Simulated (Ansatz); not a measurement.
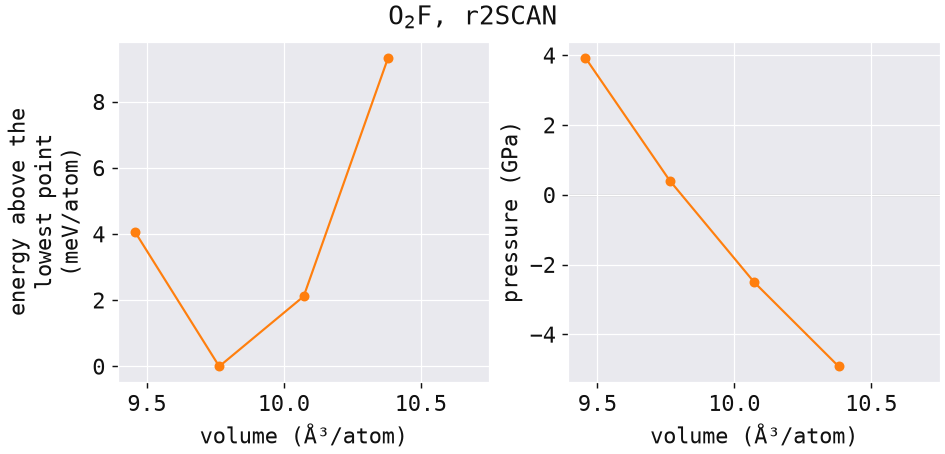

The figure shows the energy above the lowest point and pressure against volume for O₂F, space group Fm-3m (No. 225) (one of a set of cubic test structures, which need not be the stable phase).

Method: equation of state of a cubic crystal from periodic Kohn-Sham density functional theory without spin, third-order Birch-Murnaghan fit to the free energies; pressure corrected for the finite basis (Ansatz 0.2.0 development build). Level: r2SCAN.

structure type fluorite; atoms in cell 3; space group number 225; lattice centring face-centred primitive; k mesh 12×12×12; occupation method Fermi–Dirac; occupation width 0.1 eV; wave cutoff 700 eV; datasets hard PAW; density tolerance 1e−09 eV; bands 14; density cutoff ratio 4; search for lower states default; xc grid level 2.

The point at volume 10.69 Å³/atom is left out of the plot. What does the calculation give there?

| volume (Å³/atom) | energy above the lowest point (meV/atom) | pressure (GPa) |
| --- | --- | --- |
| 10.69 | 20.8 | −6.9 |

Caveats: cubic model structure, not the ambient form; no spin polarisation, a magnetic state may lie lower; pseudopotentials made with PBE, not this functional.
